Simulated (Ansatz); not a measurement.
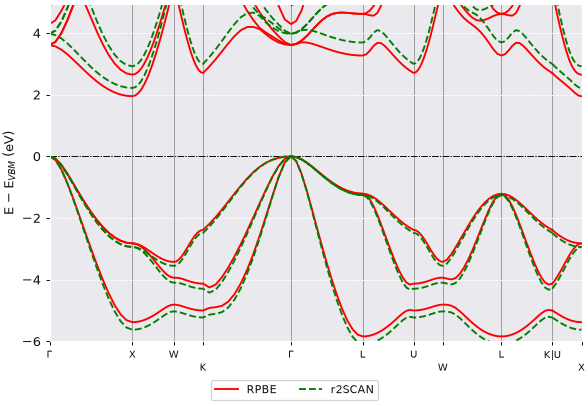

Band structures of zincblende BeTe, space group F-43m (No. 216), 2 atoms in the primitive cell (cubic a = 5.540 Å), by two methods on the same cell. Each is counted from its own valence-band top.

**What changes from one method to the other?**

RPBE gives a gap of 1.95 eV along the path and r2SCAN gives a gap of 2.22 eV along the path. Over the top 3 filled bands the two differ by 0.13 eV on average.

Settings. RPBE: Ansatz PAW, no spin polarisation, no spin-orbit coupling, 8×8×8 k mesh, 420 eV cutoff, Fermi-Dirac smearing of 0.05 eV (Ansatz 0.2.0). r2SCAN: Ansatz PAW, no spin polarisation, no spin-orbit coupling, 8×8×8 k mesh, 500 eV cutoff, Fermi-Dirac smearing of 0.05 eV (Ansatz 0.2.0).

The cell is at 6 GPa in RPBE and 4 GPa in r2SCAN. Spin-orbit coupling is left out, which matters for Te. The PAW data sets were made with another functional. LDA, GGA and most meta-GGA functionals understate gaps.
